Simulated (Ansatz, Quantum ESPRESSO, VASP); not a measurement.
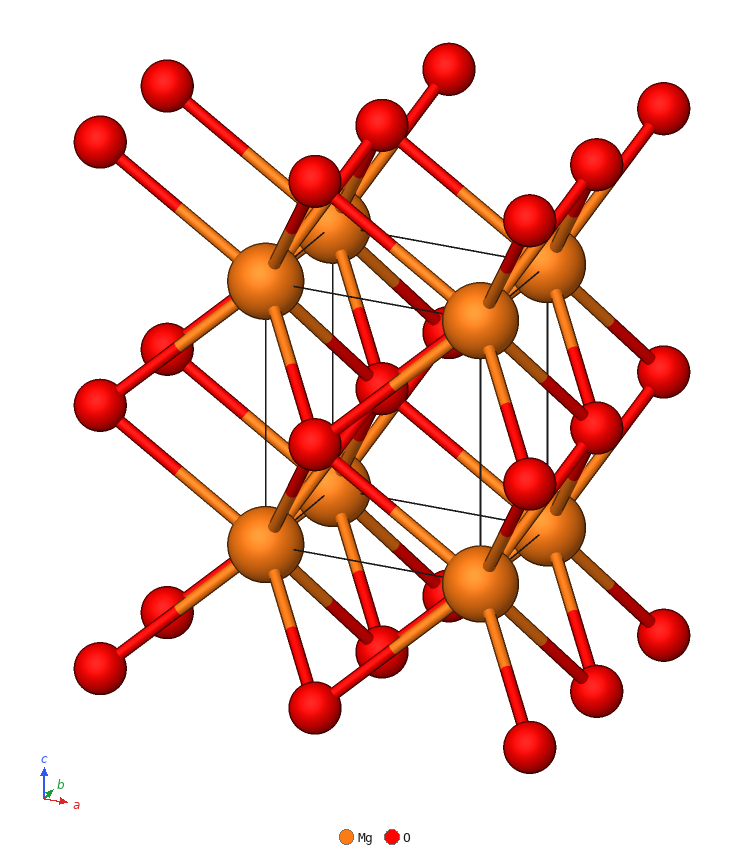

MgO, tungsten carbide (WC) type, space group P-6m2 (No. 187), a = 2.938 Å, b = 2.938 Å, c = 2.680 Å, α = 90.00°, β = 90.00°, γ = 120.00° (10.02 Å³/atom). Figure: ball-and-stick view slightly off an axis. The parallelepiped is the conventional unit cell. Outside the box, the atoms bonded to those within are drawn. The cell is a structure listed in the Materials Project. Other forms of this composition are known.

The cell was scaled uniformly, at fixed shape and fractional positions, in four programs or potential sets. Alike in all runs: functional PBE; k mesh 10 × 10 × 10 on the run's cell of 2 atoms; occupations fermi-dirac, width 0.05 eV; no spin polarisation; no spin-orbit coupling.

Energies from VASP (PBE potentials, release 64 Mg, O):

| volume (Å³/atom) | E − E(lowest point) (meV/atom) |
| --- | --- |
| 9.415 | 15.45 |
| 9.615 | 6.20 |
| 9.816 | 1.18 |
| 10.016 | 0.00 |
| 10.216 | 2.26 |
| 10.417 | 7.63 |
| 10.617 | 15.82 |

Fit a third-order Birch-Murnaghan equation of state to these points.

V0 = 9.98 Å³/atom, B0 = 140 GPa and B0′ = 4.1. V0 lies 0.3 % below the volume of the cell as given.

The same fit in all programs:

```tsv
program	V0 (Å³/atom)	B0 (GPa)	B0′
VASP (PBE potentials, release 64 Mg, O)	9.98	140	4.1
Ansatz (Ansatz PAW soft_1)	10.02	138	4.1
Ansatz LAPW (all-electron)	10.02	138	4.1
Quantum ESPRESSO (SSSP 1.3 efficiency)	?	?	?
```

Estimate the row of Quantum ESPRESSO (SSSP 1.3 efficiency).

V0 = 9.98 Å³/atom, B0 = 141 GPa and B0′ = 4.2. The other rows span 9.98 to 10.02 Å³/atom and 138 to 140 GPa.

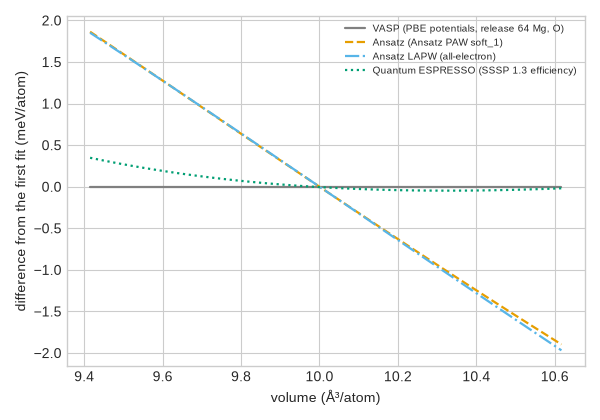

Each fitted curve, counted from its own minimum, less that of VASP (PBE potentials, release 64 Mg, O). With one functional throughout, the spread comes from potentials, basis sets and numerical settings; B0′ is uncertain by a few tenths over so narrow a range.

Caveat: the cell was scaled at fixed shape and fractional positions, which overstates the stiffness of a crystal with free parameters, most of all of layers and chains.
